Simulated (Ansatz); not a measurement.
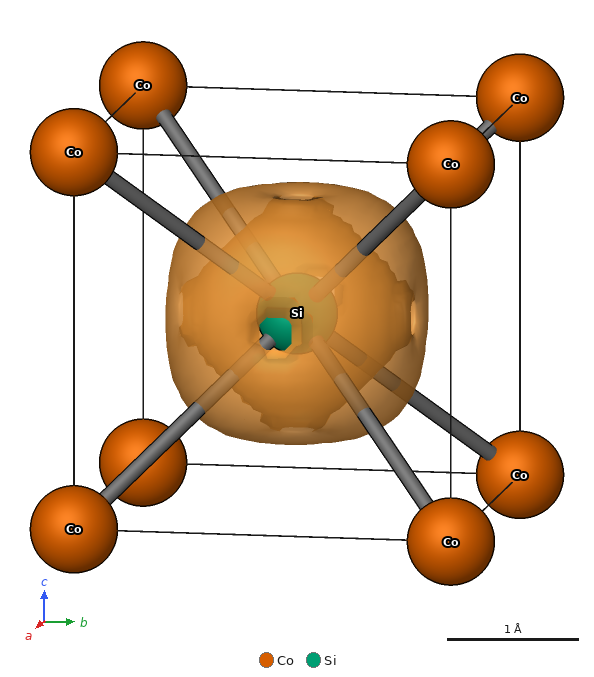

Figure. CoSi. Isosurface of the ELF at 0.6 (orange), seen slightly off an axis. Only the valence region is drawn (cores and ρ < 0.01 e/Å³ removed). Sticks mark near contacts.

Space group Pm-3m; a structure from a database of computed crystals, not necessarily the ambient phase; computed pressure about −24 GPa in this cell; computed without spin polarisation.

Level of theory: DFT, PBE, PAW with Ansatz's default frozen-core files, scalar-relativistic in Ansatz 0.2.0.

In a PAW calculation such maps are meaningful between the atoms, not at the nuclei.

```yaml
crystal:
  lattice:
    - [2.93910, 0.00000, 0.00000]
    - [0.00000, 2.93910, 0.00000]
    - [0.00000, 0.00000, 2.93910]
  atoms:
    - { symbol: Co, position: [0.00000, 0.00000, 0.00000] }
    - { symbol: Si, position: [0.50000, 0.50000, 0.50000] }
```

Q: Describe the localisation domains.

A: At this value the surface marks out one region wrapped around Si (its valence shell), counted in one cell of 2 atoms. Regions shared between cells count once.

Values along the shortest contacts:
Co–Si (2.55 Å): the ELF peaks at about 0.70 in the valence shell of Si, 0.9 Å from its nucleus, and is about 0.45 at the midpoint.

Q: Does the calculation make it a metal, or give it a gap?

A: It is metallic or semimetallic at this level of theory: no gap opens.
